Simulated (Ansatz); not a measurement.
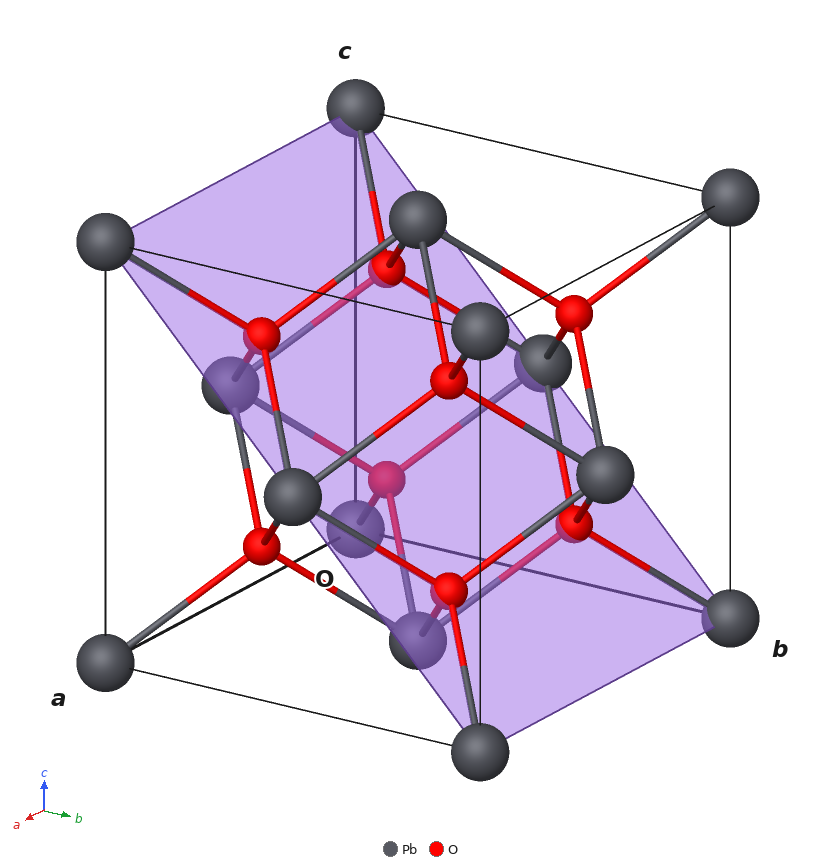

For PbO2, a calculation's input that goes back to an entry of the Crystallography Open Database (an earlier step may have relaxed or displaced it): every member of one family of equally spaced planes, hx + ky + lz = a whole number, that cuts the unit cell is shaded (one member passes through the origin O, touching the cell only at an edge or corner). Symmetry computed with spglib at a tolerance of 0.002 Å; standard conventional cell.

a = 5.408 Å, b = 5.408 Å, c = 5.408 Å, α = 90.00°, β = 90.00°, γ = 90.00°.

Question: Index the planes.

Answer: (0 1 1); the opposite sign names the same planes. The member next to the origin meets the axes a never, b at 1, c at 1.

Question: What is the spacing?

Answer: d = 3.824 Å.

Question: Which atoms of the cell lie in these planes (within 0.03 Å)?

Answer: 2 of the 4 Pb, 4 of the 8 O.

Question: The space group is No. 225, Fm-3m. How many reflections hkl are equivalent to this one (itself included), and does it occur?

Answer: 12 reflections are equivalent in the Laue class m-3m. The reflection is systematically absent, by the centring.
